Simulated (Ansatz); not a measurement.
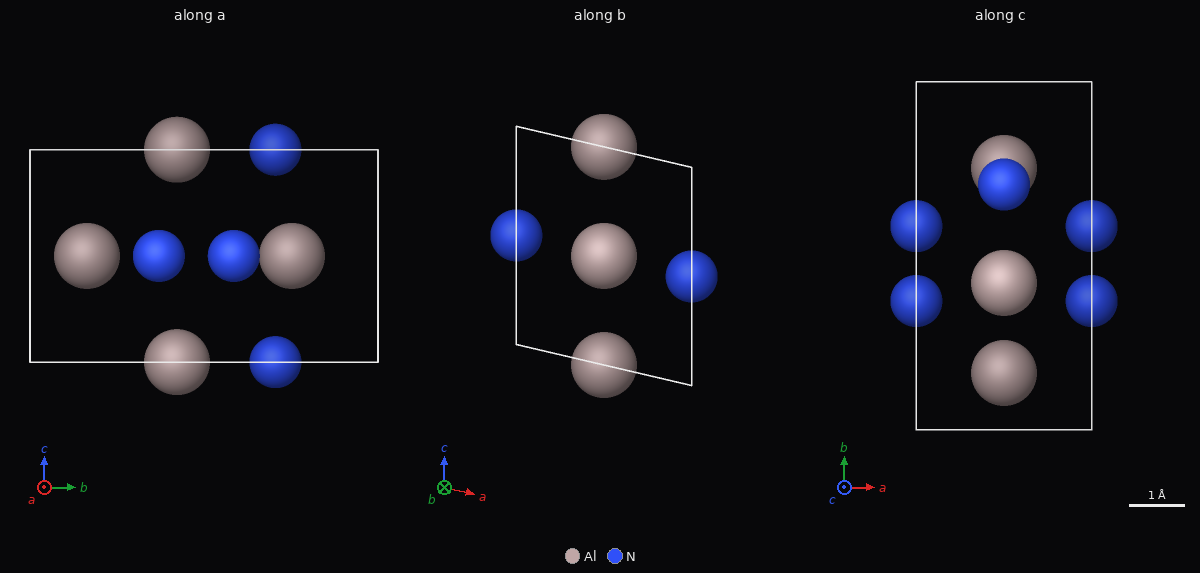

Drawn in the spheres-only manner and seen along the a axis, along the b axis and along the c axis. One conventional unit cell is outlined, and atoms on its boundary appear in each equivalent place.

Lattice parameters: a = 3.3049 Å, b = 6.3883 Å, c = 4.0049 Å, α = 90.000°, β = 103.173°, γ = 90.000°.

Set out the cell and atoms as a CIF with its space group and independent sites, with free fractional coordinates to two decimals.

Answer.
```cif
data_structure
_symmetry_space_group_name_H-M 'P 2'
_symmetry_Int_Tables_number 3
_cell_length_a 3.3049
_cell_length_b 6.3883
_cell_length_c 4.0049
_cell_angle_alpha 90.000
_cell_angle_beta 103.173
_cell_angle_gamma 90.000
_cell_volume 82.33
loop_
_atom_site_label
_atom_site_type_symbol
_atom_site_symmetry_multiplicity
_atom_site_Wyckoff_symbol
_atom_site_fract_x
_atom_site_fract_y
_atom_site_fract_z
_atom_site_occupancy
Al1 Al 1 d 0.50 0.75 0.50 1
Al2 Al 1 d 0.50 0.16 0.50 1
Al3 Al 1 c 0.50 0.42 0.00 1
N1 N 1 b 0.00 0.37 0.50 1
N2 N 1 c 0.50 0.71 0.00 1
N3 N 1 b 0.00 0.59 0.50 1
```

It goes back to a structure type filled with these elements by a generator (whether the compound takes this form wasn't checked). It is drawn as it came out of a relaxation with Ansatz 0.2.0, DFT PBE, scalar-relativistic, plane waves, PAW.
